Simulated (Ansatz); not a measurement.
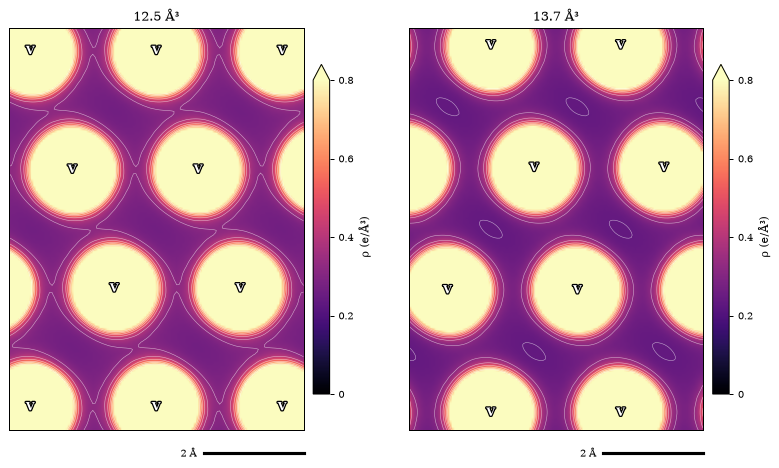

V. The valence pseudo-density of cells scaled evenly to different volumes (given per atom above each panel), on the (010) plane of each (indices in the axes of the cell below), at one length scale and on one colour scale.

Computed without spin polarisation.

Method: DFT r2SCAN, scalar-relativistic, plane waves, PAW in Ansatz 0.2.0.

Core electrons are frozen (PAW), and the valence fields are smoothed inside the atomic spheres.

The largest cell:

```yaml
crystal:
  lattice:
    - [-1.50588, 1.50588, 1.50588]
    - [1.50588, -1.50588, 1.50588]
    - [1.50588, 1.50588, -1.50588]
  atoms:
    - { symbol: V, position: [0.00000, 0.00000, 0.00000] }
```

| volume (Å³/atom) | V–V contact in the plane (Å) | ρ at its midpoint (e/Å³) | pressure (GPa) | 
| --- | --- | --- | --- |
| 12.47 | 2.530 | 0.321 | 13.5 | 
| 12.86 | 2.557 | ? | ? | 
| 13.66 | 2.608 | 0.282 | −5.4 | 

Estimate the missing row, and compare with the calculation.

Over the known rows ln ρ falls by 1.66 per Å of V–V distance (the line through the two), which gives 0.307 e/Å³ at 2.557 Å; the calculation gives 0.309 e/Å³. For the pressure, a straight line in volume between the neighbouring rows gives 7.3 GPa; the calculation gives 6.3, lower because pressure rises ever faster on compression.
